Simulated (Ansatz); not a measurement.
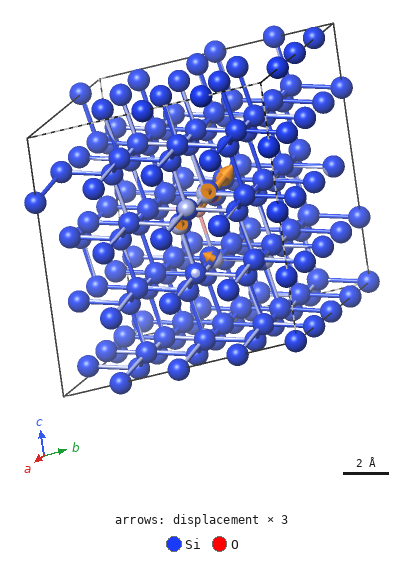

This is a relaxation of a defect cell of composition Si₁₂₇O (cell charge −2). The starting structure is drawn faded, the final one solid; orange arrows show the displacements, 3 times their true length.

Style: ball-and-stick. Shown: the cell of the calculation (origin shifted), slightly off an axis.

The atoms of the start lie slightly off their symmetric places, so part of the fall in energy undoes that.

The calculation used Ansatz 0.2.0, DFT, PBEsol, PAW, plane waves. Set-up: plane-wave cutoff 420 eV; k-point mesh 1 × 1 × 1; mesh shifted by (0.25, 0.25, 0.25); no spin polarisation; atoms relaxed in a fixed cell; force threshold 0.03 eV/Å; at most 80 steps.

> Which element moves most?

Oxygen: up to 0.92 Å, against 0.34 Å for silicon.

> What did the optimiser do to the structure, and how much energy did it gain?

The atom that moves furthest is the O atom (0.92 Å along [−1 1 1]). By element the largest moves are O 0.92 Å, Si 0.34 Å. The lattice vectors keep their values. Near-neighbour distances that change, for instance: O–Si 2.355 → 1.697 Å, O–Si 2.424 → 3.000 Å, O–Si 2.364 → 2.887 Å, Si–Si 2.348 → 2.455 Å. Bond angles that change, for instance: Si–Si–Si 110.8° → 103.4°, Si–Si–Si 111.1° → 104.3°, Si–Si–Si 107.6° → 113.7°. Over 16 geometry steps the energy falls by 2.443 eV per cell of the calculation. The largest force component goes from 0.92 to 0.0047 eV/Å. The run took 18 s on 1 × NVIDIA GB200 with 8 threads of Arm Neoverse-V2, peak memory 2.2 GiB.

Limits of the set-up: the cell is charged, on a uniform background, and energies carry no finite-size correction.
